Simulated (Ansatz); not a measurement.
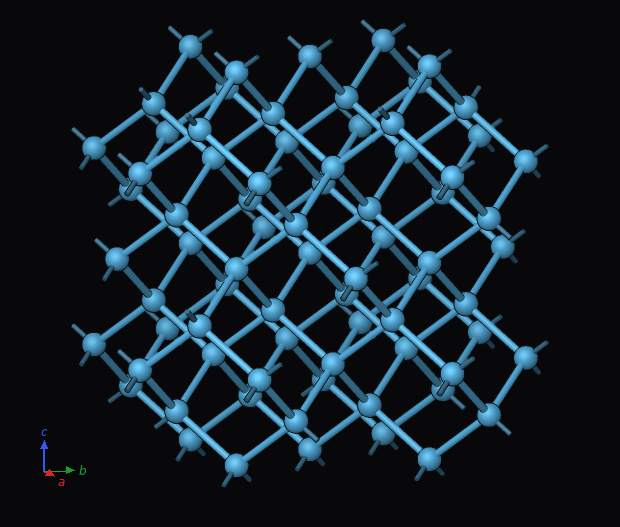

The picture shows a finite piece of the underlying net of a crystal structure, nodes on the atoms' positions. Nodes are coloured by topological kind. Edges to nodes outside the piece are drawn as stubs.

> What net is this?

A uninodal 4-connected, three-periodic net. It is the dia net, known from diamond, zinc blende and cristobalite.

> Give point symbol and coordination sequence.

6^6, sequence 4, 12, 24, 42, 64, 92.

The net was derived as follows. InSb (space group F-43m, No. 216): the end point of a relaxation with DFT PBEsol, scalar-relativistic, plane waves, PAW (Ansatz 0.2.0). Bonds are taken as In–Sb below 3.2 Å. Atoms with one bond or none are removed and atoms with two bonds are replaced by edges, until no such atom is left. In and Sb are 4-connected nodes.
